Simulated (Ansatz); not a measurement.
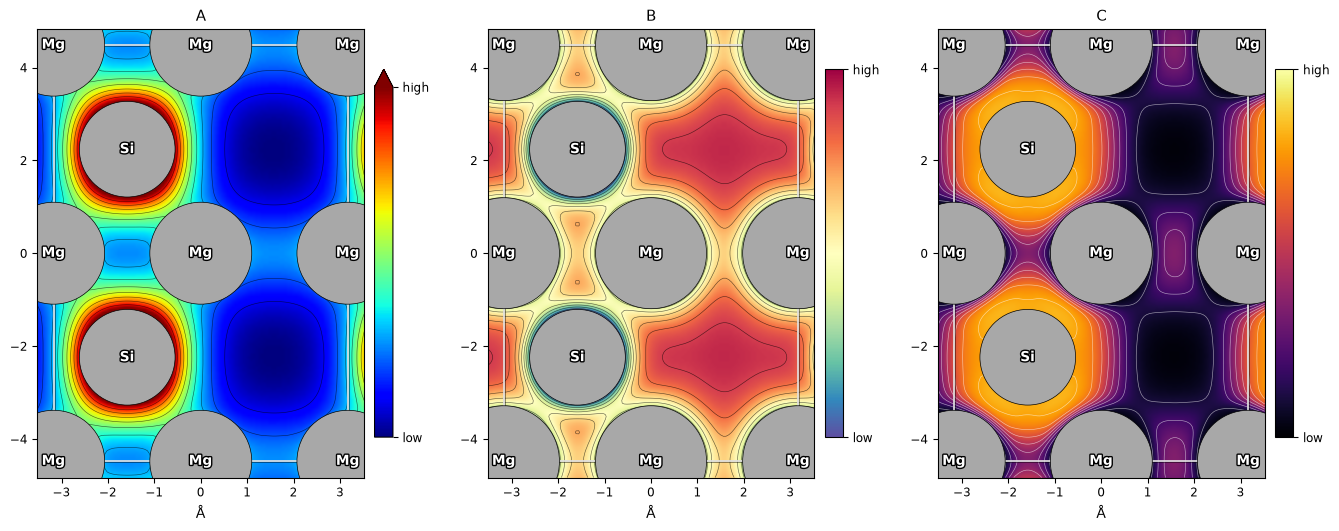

Mg2Si: 3 fields on the (110) plane of the conventional cell, with unlabelled colour scales. Grey discs cover the atomic cores.

Space group Fm-3m; a structure from a database of computed crystals, not necessarily the ambient phase; started from the database structure prototype, which need not be the ambient phase; computed pressure about −2 GPa in this cell.

All numbers below come from Ansatz 0.2.0, DFT, LDA, plane waves, PAW.

```xyz
12
Lattice="6.3379 0.0000 0.0000 0.0000 6.3379 0.0000 0.0000 0.0000 6.3379" Properties=species:S:1:pos:R:3 pbc="T T T"
Mg    1.5845    1.5845    1.5845
Mg    4.7535    4.7535    1.5845
Mg    4.7535    1.5845    4.7535
Mg    1.5845    4.7535    4.7535
Mg    4.7535    1.5845    1.5845
Mg    1.5845    4.7535    1.5845
Mg    1.5845    1.5845    4.7535
Mg    4.7535    4.7535    4.7535
Si    0.0000    0.0000    0.0000
Si    3.1690    3.1690    0.0000
Si    3.1690    0.0000    3.1690
Si    0.0000    3.1690    3.1690
```

Q: Which field does each panel show? The fields are: electron localisation function, electrostatic potential energy of an electron and valence pseudo-density.

A: Panel A: valence pseudo-density. Panel B: electrostatic potential energy of an electron (low next to the atoms, rising into the space between them). Panel C: electron localisation function. From the grid: Mg–Si (2.74 Å): ρ is about 0.23 e/Å³ halfway; the ELF peaks at about 0.85 in the valence shell of Si, 1.1 Å from its nucleus, and is about 0.80 at the midpoint.
